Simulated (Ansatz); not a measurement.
Geometry relaxation of C48NO (part 2 of 5)

C48NO (slab, 50 atoms in the cell); DFT PBE+D3(BJ), scalar-relativistic, plane waves, PAW, spin-polarised (Ansatz 0.2.0); cutoff 420 eV, 3×2×1 k-mesh, Gaussian smearing of 0.05 eV, collinear spins. The structure derives from an entry of the Crystallography Open Database. The input holds or restrains some coordinates. Forces given for the steps count only the free coordinates. It belongs to a series of runs on one base structure; here: 1 NO a cell, upright, over a hollow C-C-C site.

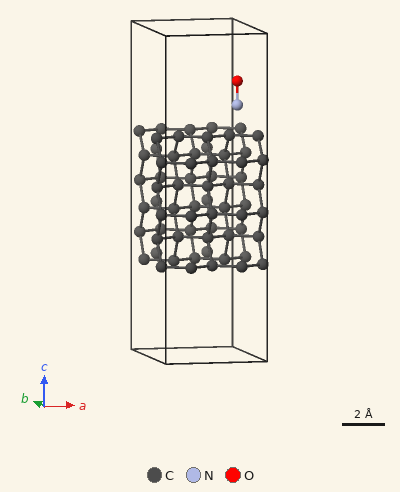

**Figure 1.** The geometry at step 1 of the log (ball-and-stick view of the cell of the calculation, with the vacuum cut short, seen slightly off an axis).

### The program's output, continued
```
SCF iter   1: F=—  HF=-12983.682673 eV  |F-HF|=—  |Δ(HF+E_count)|=         —  Δρ=4.10e-2 (↑4.10e-2 ↓3.95e-2)  dr2=5.34e1  dr2_m=3.96e-1  M=0.002 μB ∫|m|=0.360 μB  β_m=0.30  ethr=3.10e-3  p=0.000 e·Å  D=1.09e-7 V/Å  ΔV_dip=-0.00 eV  dr2_dipole=3.92e-1  V_vac-E_F(+/−)=8.31/8.31 eV  ⟨swp⟩=7.4  Hψ=7009  notcnv=0  defer=208
efield: sawtooth ramp at fractional position 0.9696 (placed from the atoms, in the widest stretch of the axis that holds none; the zero of the levels goes with the place), width 0.0400; the density the first Hamiltonian is built on has a dipole p = 0.000 e·Å; the dipole correction subtracts the counter field D = 1.09e-7 V/Å, which shifts the + side's vacuum level by -0.00 eV against the − side's; the planar-averaged density in the ramp window peaks in size at 3.9e-7 e/Å³
preconditioner: auto → Resta (q_TF=auto, 2.124 Å⁻¹)  ε∞=2.2  [insulator: Δε(μ)=0.146 eV  Ē_g=16.028 eV  σ=0.050 eV  W_gap=0.96  n_scr=134 (ndim 8)  ℏωp=17.5 eV  f_vac=0.600  D(μ)=1.13/eV (n_scr^D=2)  ε∞_Penn≈2.2  vacuum switching on, ρ_ref=1.9e-2 e/Å³]
spin=Collinear: Resta preconditioning applied to the charge; magnetization (m = ρ↑ − ρ↓) channel mixes plain (no charge-response kernel on spin).
SCF iter   2: F=—  HF=-12974.048010 eV  |F-HF|=—  |Δ(HF+E_count)|=    9.63e0  Δρ=2.95e-2 (↑2.95e-2 ↓2.94e-2)  dr2=5.37e1  dr2_m=1.04e-1  M=0.455 μB ∫|m|=0.709 μB  β_m=0.30  ethr=3.10e-3  p=0.380 e·Å  D=7.56e-2 V/Å  ΔV_dip=-1.92 eV  dr2_dipole=1.59e1  V_vac-E_F(+/−)=5.54/7.46 eV  ⟨swp⟩=3.0  Hψ=2149  notcnv=0  defer=332  κ⁻¹=1.0e0(r=1)
preconditioner: auto → LDOS  [metal: Δε(μ)=0.005 eV  Ē_g=15.803 eV  σ=0.050 eV  W_gap=0.06  n_scr=134 (ndim 8)  ℏωp=17.5 eV  f_vac=0.602  D(μ)=18.97/eV (n_scr^D=120)]
spin=Collinear: LDOS preconditioning applied to the charge; magnetization (m = ρ↑ − ρ↓) channel mixes plain (no charge-response kernel on spin).
SCF iter   3: F=—  HF=-12972.488618 eV  |F-HF|=—  |Δ(HF+E_count)|=    1.56e0  Δρ=2.39e-2 (↑2.39e-2 ↓2.28e-2)  dr2=1.88e1  dr2_m=1.60e-1  M=0.030 μB ∫|m|=0.281 μB  β_m=0.30  ethr=3.10e-3  p=0.171 e·Å  D=3.40e-2 V/Å  ΔV_dip=-0.87 eV  dr2_dipole=1.30e-1  V_vac-E_F(+/−)=6.65/7.52 eV  ⟨swp⟩=3.0  Hψ=1718  notcnv=0  defer=328  κ⁻¹=2.6e-2(r=2)
SCF iter   4: F=—  HF=-12968.768786 eV  |F-HF|=—  |Δ(HF+E_count)|=    3.72e0  Δρ=1.40e-2 (↑1.40e-2 ↓1.35e-2)  dr2=3.55e1  dr2_m=4.46e-2  M=0.461 μB ∫|m|=0.665 μB  β_m=0.30  ethr=3.10e-3  p=0.434 e·Å  D=8.63e-2 V/Å  ΔV_dip=-2.20 eV  dr2_dipole=1.50e1  V_vac-E_F(+/−)=4.37/6.57 eV  ⟨swp⟩=3.0  Hψ=2376  notcnv=0  defer=334  κ⁻¹=1.3e-3(r=3)
SCF iter   5: F=—  HF=-12968.002243 eV  |F-HF|=—  |Δ(HF+E_count)|=   7.67e-1  Δρ=4.96e-3 (↑4.96e-3 ↓3.84e-3)  dr2=8.63e-1  dr2_m=4.65e-2  M=0.180 μB ∫|m|=0.349 μB  β_m=0.30  ethr=3.10e-3  p=0.292 e·Å  D=5.80e-2 V/Å  ΔV_dip=-1.48 eV  dr2_dipole=5.87e-5  V_vac-E_F(+/−)=5.06/6.53 eV  ⟨swp⟩=2.4  Hψ=1272  notcnv=0  defer=331  κ⁻¹=3.3e-4(r=4)
SCF iter   6: F=—  HF=-12968.017649 eV  |F-HF|=—  |Δ(HF+E_count)|=   1.54e-2  Δρ=3.08e-3 (↑3.08e-3 ↓2.08e-3)  dr2=8.73e-1  dr2_m=2.96e-2  M=0.183 μB ∫|m|=0.343 μB  β_m=0.30  ethr=4.25e-4  p=0.280 e·Å  D=5.57e-2 V/Å  ΔV_dip=-1.42 eV  dr2_dipole=2.69e-1  V_vac-E_F(+/−)=4.96/6.38 eV  ⟨swp⟩=2.2  Hψ=1940  notcnv=0  defer=329  κ⁻¹=1.2e-4(r=5)
SCF iter   7: F=—  HF=-12968.007967 eV  |F-HF|=—  |Δ(HF+E_count)|=   9.68e-3  Δρ=2.30e-3 (↑2.30e-3 ↓1.61e-3)  dr2=2.42e-1  dr2_m=1.71e-2  M=0.258 μB ∫|m|=0.391 μB  β_m=0.30  ethr=4.25e-4  p=0.286 e·Å  D=5.68e-2 V/Å  ΔV_dip=-1.45 eV  dr2_dipole=4.06e-2  V_vac-E_F(+/−)=4.91/6.36 eV  ⟨swp⟩=1.0  Hψ=1144  notcnv=0  defer=329  κ⁻¹=4.9e-5(r=6)
SCF iter   8: F=—  HF=-12968.033622 eV  |F-HF|=—  |Δ(HF+E_count)|=   2.57e-2  Δρ=3.55e-3 (↑3.55e-3 ↓1.78e-3)  dr2=9.19e-1  dr2_m=2.73e-2  M=0.611 μB ∫|m|=0.708 μB  β_m=1.00  ethr=1.19e-4  p=0.296 e·Å  D=5.88e-2 V/Å  ΔV_dip=-1.50 eV  dr2_dipole=4.20e-1  V_vac-E_F(+/−)=4.72/6.21 eV  ⟨swp⟩=2.0  Hψ=1295  notcnv=0  defer=329  κ⁻¹=7.8e-6(r=7)
SCF iter   9: F=—  HF=-12968.063562 eV  |F-HF|=—  |Δ(HF+E_count)|=   2.99e-2  Δρ=3.75e-3 (↑3.75e-3 ↓2.05e-3)  dr2=1.38e0  dr2_m=2.14e-2  M=0.963 μB ∫|m|=1.108 μB  β_m=1.00  ethr=1.19e-4  p=0.286 e·Å  D=5.69e-2 V/Å  ΔV_dip=-1.45 eV  dr2_dipole=6.26e-1  V_vac-E_F(+/−)=4.75/6.19 eV  ⟨swp⟩=2.0  Hψ=1567  notcnv=0  defer=329  κ⁻¹=5.4e-6(r=8)
SCF iter  10: F=—  HF=-12968.095844 eV  |F-HF|=—  |Δ(HF+E_count)|=   3.23e-2  Δρ=3.30e-3 (↑3.30e-3 ↓2.86e-3)  dr2=1.41e0  dr2_m=1.79e-2  M=1.256 μB ∫|m|=1.542 μB  β_m=1.00  ethr=1.19e-4  p=0.288 e·Å  D=5.71e-2 V/Å  ΔV_dip=-1.45 eV  dr2_dipole=6.25e-1  V_vac-E_F(+/−)=4.74/6.19 eV  ⟨swp⟩=1.9  Hψ=1155  notcnv=0  defer=329  κ⁻¹=7.7e-6(r=8)
SCF iter  11: F=—  HF=-12968.126502 eV  |F-HF|=—  |Δ(HF+E_count)|=   3.07e-2  Δρ=3.16e-3 (↑3.01e-3 ↓3.16e-3)  dr2=1.29e0  dr2_m=2.37e-2  M=1.548 μB ∫|m|=2.024 μB  β_m=1.00  ethr=1.19e-4  p=0.284 e·Å  D=5.64e-2 V/Å  ΔV_dip=-1.44 eV  dr2_dipole=5.68e-1  V_vac-E_F(+/−)=4.74/6.18 eV  ⟨swp⟩=2.0  Hψ=1082  notcnv=0  defer=329  κ⁻¹=1.2e-5(r=8)
SCF iter  12: F=—  HF=-12968.177109 eV  |F-HF|=—  |Δ(HF+E_count)|=   5.06e-2  Δρ=3.30e-3 (↑3.04e-3 ↓3.30e-3)  dr2=1.12e0  dr2_m=3.19e-2  M=1.772 μB ∫|m|=2.567 μB  β_m=1.20  ethr=1.19e-4  p=0.281 e·Å  D=5.58e-2 V/Å  ΔV_dip=-1.42 eV  dr2_dipole=4.80e-1  V_vac-E_F(+/−)=4.77/6.19 eV  ⟨swp⟩=2.0  Hψ=988  notcnv=0  defer=329
Mixer restart at iter 12: flushing history
spin-set hold released at iteration 12 (site moments contracting): the magnetisation degrees of freedom join the quasi-Newton model from the next iteration; the mixer history was flushed
SCF iter  13: F=—  HF=-12968.221102 eV  |F-HF|=—  |Δ(HF+E_count)|=   4.40e-2  Δρ=3.09e-3 (↑2.53e-3 ↓3.09e-3)  dr2=3.70e-1  dr2_m=4.72e-2  M=1.757 μB ∫|m|=3.297 μB  β_m=0.65  ethr=1.19e-4  p=0.252 e·Å  D=5.00e-2 V/Å  ΔV_dip=-1.27 eV  dr2_dipole=1.52e-1  V_vac-E_F(+/−)=4.90/6.17 eV  ⟨swp⟩=2.5  Hψ=1385  notcnv=0  defer=329
density mixer auto → msr1: a metal under ldos (density of states about μ 0.78 of a free-electron gas's, 134 screened modes)
SCF iter  14: F=—  HF=-12968.464507 eV  |F-HF|=—  |Δ(HF+E_count)|=   2.43e-1  Δρ=3.61e-3 (↑3.61e-3 ↓2.10e-3)  dr2=2.74e-1  dr2_m=4.86e-2  M=1.574 μB ∫|m|=4.733 μB  β_m=0.82  ethr=1.19e-4  p=0.192 e·Å  D=3.82e-2 V/Å  ΔV_dip=-0.97 eV  dr2_dipole=3.37e-2  V_vac-E_F(+/−)=5.00/5.97 eV  ⟨swp⟩=3.4  Hψ=2208  notcnv=0  defer=330
SCF iter  15: F=—  HF=-12968.459665 eV  |F-HF|=—  |Δ(HF+E_count)|=   4.84e-3  Δρ=2.33e-3 (↑2.33e-3 ↓1.97e-3)  dr2=8.49e-2  dr2_m=3.20e-2  M=1.468 μB ∫|m|=4.569 μB  β_m=0.89  ethr=1.19e-4  p=0.183 e·Å  D=3.63e-2 V/Å  ΔV_dip=-0.92 eV  dr2_dipole=2.29e-2  V_vac-E_F(+/−)=4.92/5.85 eV  ⟨swp⟩=2.8  Hψ=1510  notcnv=0  defer=330
SCF iter  16: F=—  HF=-12968.498073 eV  |F-HF|=—  |Δ(HF+E_count)|=   3.84e-2  Δρ=2.24e-3 (↑2.24e-3 ↓2.02e-3)  dr2=6.06e-2  dr2_m=3.15e-2  M=1.394 μB ∫|m|=4.895 μB  β_m=0.54  ethr=4.18e-5  p=0.196 e·Å  D=3.89e-2 V/Å  ΔV_dip=-0.99 eV  dr2_dipole=1.18e-2  V_vac-E_F(+/−)=4.84/5.83 eV  ⟨swp⟩=2.4  Hψ=1768  notcnv=0  defer=330
SCF iter  17: F=—  HF=-12968.578495 eV  |F-HF|=—  |Δ(HF+E_count)|=   8.04e-2  Δρ=2.33e-3 (↑2.33e-3 ↓1.19e-3)  dr2=7.29e-2  dr2_m=2.32e-2  M=1.261 μB ∫|m|=5.631 μB  β_m=0.94  ethr=2.98e-5  p=0.181 e·Å  D=3.59e-2 V/Å  ΔV_dip=-0.91 eV  dr2_dipole=1.90e-2  V_vac-E_F(+/−)=4.83/5.74 eV  ⟨swp⟩=3.0  Hψ=1947  notcnv=0  defer=331
SCF iter  18: F=—  HF=-12968.649919 eV  |F-HF|=—  |Δ(HF+E_count)|=   7.14e-2  Δρ=3.43e-3 (↑3.43e-3 ↓3.27e-3)  dr2=1.98e-2  dr2_m=9.10e-2  M=0.717 μB ∫|m|=6.177 μB  β_m=0.40  ethr=2.98e-5  p=0.168 e·Å  D=3.34e-2 V/Å  ΔV_dip=-0.85 eV  dr2_dipole=1.68e-3  V_vac-E_F(+/−)=4.85/5.70 eV  ⟨swp⟩=2.9  Hψ=2019  notcnv=0  defer=332
SCF iter  19: F=-12968.657094 eV  HF=-12968.585122 eV  |F-HF|=7.20e-2  |Δ(HF+E_count)|=   6.48e-2  Δρ=3.33e-3 (↑3.33e-3 ↓3.08e-3)  dr2=2.13e-2  dr2_m=8.41e-2  M=0.801 μB ∫|m|=5.419 μB  β_m=0.81  ethr=9.77e-6  p=0.181 e·Å  D=3.59e-2 V/Å  ΔV_dip=-0.91 eV  dr2_dipole=5.05e-3  V_vac-E_F(+/−)=4.88/5.79 eV  ⟨swp⟩=3.0  Hψ=2468  notcnv=0  defer=332
SCF iter  20: F=-12968.776192 eV  HF=-12968.895998 eV  |F-HF|=1.20e-1  |Δ(HF+E_count)|=   3.11e-1  Δρ=3.03e-3 (↑3.03e-3 ↓2.09e-3)  dr2=1.37e-1  dr2_m=5.14e-2  M=0.483 μB ∫|m|=6.964 μB  β_m=0.99  ethr=9.77e-6  p=0.159 e·Å  D=3.16e-2 V/Å  ΔV_dip=-0.80 eV  dr2_dipole=5.01e-2  V_vac-E_F(+/−)=4.85/5.65 eV  ⟨swp⟩=4.2  Hψ=2875  notcnv=0  defer=333
SCF iter  21: F=-12968.887256 eV  HF=-12968.941983 eV  |F-HF|=5.47e-2  |Δ(HF+E_count)|=   4.60e-2  Δρ=2.28e-3 (↑1.90e-3 ↓2.28e-3)  dr2=8.46e-2  dr2_m=3.10e-2  M=0.342 μB ∫|m|=7.798 μB  β_m=0.91  ethr=9.77e-6  p=0.140 e·Å  D=2.79e-2 V/Å  ΔV_dip=-0.71 eV  dr2_dipole=1.82e-2  V_vac-E_F(+/−)=4.84/5.55 eV  ⟨swp⟩=4.4  Hψ=2850  notcnv=0  defer=332
SCF iter  22: F=-12968.944509 eV  HF=-12968.985220 eV  |F-HF|=4.07e-2  |Δ(HF+E_count)|=   4.32e-2  Δρ=1.15e-3 (↑1.10e-3 ↓1.15e-3)  dr2=4.53e-2  dr2_m=7.44e-3  M=0.360 μB ∫|m|=7.224 μB  β_m=0.75  ethr=9.77e-6  p=0.121 e·Å  D=2.40e-2 V/Å  ΔV_dip=-0.61 eV  dr2_dipole=8.08e-3  V_vac-E_F(+/−)=4.85/5.46 eV  ⟨swp⟩=3.1  Hψ=2811  notcnv=0  defer=332
SCF iter  23: F=-12968.952738 eV  HF=-12968.981343 eV  |F-HF|=2.86e-2  |Δ(HF+E_count)|=   3.88e-3  Δρ=1.04e-3 (↑1.04e-3 ↓6.91e-4)  dr2=2.71e-2  dr2_m=5.82e-3  M=0.378 μB ∫|m|=7.166 μB  β_m=0.78  ethr=9.77e-6  p=0.133 e·Å  D=2.64e-2 V/Å  ΔV_dip=-0.67 eV  dr2_dipole=1.05e-2  V_vac-E_F(+/−)=4.85/5.52 eV  ⟨swp⟩=3.0  Hψ=1965  notcnv=0  defer=332
SCF iter  24: F=-12968.977293 eV  HF=-12968.989911 eV  |F-HF|=1.26e-2  |Δ(HF+E_count)|=   8.57e-3  Δρ=6.41e-4 (↑3.23e-4 ↓6.41e-4)  dr2=1.11e-2  dr2_m=1.61e-3  M=0.354 μB ∫|m|=7.429 μB  β_m=0.70  ethr=9.77e-6  p=0.118 e·Å  D=2.35e-2 V/Å  ΔV_dip=-0.60 eV  dr2_dipole=3.78e-3  V_vac-E_F(+/−)=4.85/5.45 eV  ⟨swp⟩=3.0  Hψ=2023  notcnv=0  defer=332
SCF iter  25: F=-12968.982356 eV  HF=-12968.988075 eV  |F-HF|=5.72e-3  |Δ(HF+E_count)|=   1.84e-3  Δρ=6.38e-4 (↑4.12e-4 ↓6.38e-4)  dr2=6.39e-3  dr2_m=2.18e-3  M=0.353 μB ∫|m|=7.453 μB  β_m=0.60  ethr=5.48e-6  p=0.113 e·Å  D=2.25e-2 V/Å  ΔV_dip=-0.57 eV  dr2_dipole=2.12e-3  V_vac-E_F(+/−)=4.86/5.43 eV  ⟨swp⟩=1.8  Hψ=1154  notcnv=0  defer=331
SCF iter  26: F=-12968.983096 eV  HF=-12968.982650 eV  |F-HF|=4.46e-4  |Δ(HF+E_count)|=   5.42e-3  Δρ=7.88e-4 (↑7.88e-4 ↓6.91e-4)  dr2=4.12e-3  dr2_m=4.43e-3  M=0.365 μB ∫|m|=7.260 μB  β_m=0.56  ethr=3.15e-6  p=0.117 e·Å  D=2.33e-2 V/Å  ΔV_dip=-0.59 eV  dr2_dipole=1.42e-3  V_vac-E_F(+/−)=4.86/5.45 eV  ⟨swp⟩=3.4  Hψ=2504  notcnv=0  defer=331
SCF iter  27: F=-12968.990399 eV  HF=-12968.990066 eV  |F-HF|=3.32e-4  |Δ(HF+E_count)|=   7.42e-3  Δρ=2.93e-4 (↑2.93e-4 ↓2.63e-4)  dr2=4.60e-4  dr2_m=6.25e-4  M=0.354 μB ∫|m|=7.340 μB  β_m=0.66  ethr=2.03e-6  p=0.111 e·Å  D=2.20e-2 V/Å  ΔV_dip=-0.56 eV  dr2_dipole=1.35e-4  V_vac-E_F(+/−)=4.86/5.42 eV  ⟨swp⟩=2.9  Hψ=1818  notcnv=0  defer=331
SCF iter  28: F=-12968.991357 eV  HF=-12968.991365 eV  |F-HF|=8.12e-6  |Δ(HF+E_count)|=   1.30e-3  Δρ=4.40e-5 (↑3.80e-5 ↓4.40e-5)  dr2=2.71e-5  dr2_m=1.16e-5  M=0.348 μB ∫|m|=7.388 μB  β_m=0.77  ethr=2.26e-7  p=0.107 e·Å  D=2.13e-2 V/Å  ΔV_dip=-0.54 eV  dr2_dipole=2.78e-6  V_vac-E_F(+/−)=4.86/5.40 eV  ⟨swp⟩=3.0  Hψ=2584  notcnv=0  defer=331
SCF iter  29: F=-12968.991380 eV  HF=-12968.991385 eV  |F-HF|=4.49e-6  |Δ(HF+E_count)|=   1.94e-5  Δρ=2.43e-5 (↑2.43e-5 ↓1.94e-5)  dr2=1.25e-5  dr2_m=2.63e-6  M=0.347 μB ∫|m|=7.383 μB  ethr=1.34e-8  p=0.107 e·Å  D=2.13e-2 V/Å  ΔV_dip=-0.54 eV  dr2_dipole=6.46e-7  V_vac-E_F(+/−)=4.86/5.40 eV  ⟨swp⟩=49.1  Hψ=20564  notcnv=0
at 2 of the mixer's solves, the last at iteration 19, it left a direction of its history that read negative out of its fit and stepped the other way along it
SCF 1 converged in 29 iterations: F = -12968.991380 eV  dr2 = 1.25e-5
  greatest PAW one-centre occupation: 0.888 electrons in one spin orbital (limit 2), on the O atom at site 49 (counted from 0), in its partial waves of l = 0
relax step   1: F+E_penalty+E_count = -12968.99138036 eV  Δ(F+E_penalty+E_count) = +0.000e0 eV  max|allowed force component| = 9.924e-1 eV/Å  Δτ_max = 0.0000 Å  (29 SCF iters, dr2 threshold 4.00e-5 eV, accepted)
Initial density: handed on by an earlier stage of this run
Starting moments: Σ|m| = 1 μB on 1 of 50 sites; this step starts from the density that it was given
Initial wavefunctions: those handed on with the density
iter 1 solved again at ethr=7.35e-5 eV; its pass at ethr=3.10e-3 eV (dr2=1.49e-1 eV) is discarded
```
